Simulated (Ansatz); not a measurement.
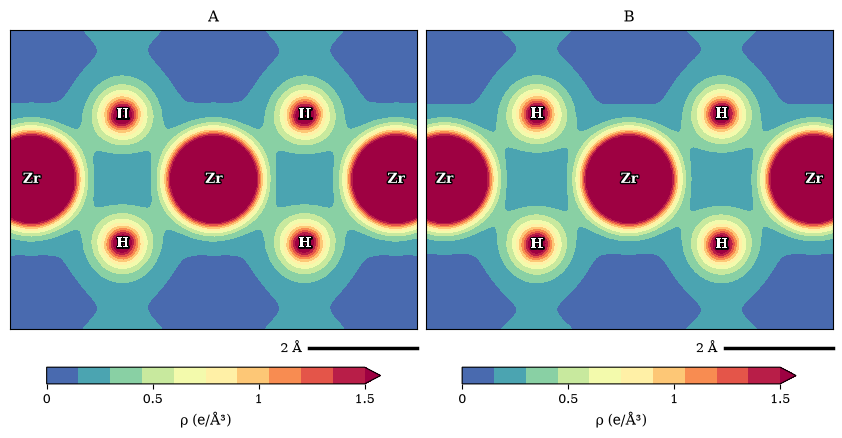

ZrH2. The valence charge density (pseudo) of two cells that differ in size, on the (11̄0) plane of each (indices in the axes of the calculation cell), at one length scale and on one colour scale: B has 9.5 Å³ an atom and A 9.1.

Level of theory: Kohn-Sham DFT of a periodic cell, PBEsol, Ansatz PAW in Ansatz 0.2.0.

In a PAW calculation such maps are meaningful between the atoms, not at the nuclei.

What changes from the larger cell to the smaller?

From the larger cell to the smaller, Zr–H goes from 2.10 to 2.07 Å, and the density at its midpoint from 0.48 to 0.51 e/Å³; the pressure goes from −7 to −2.0 GPa.
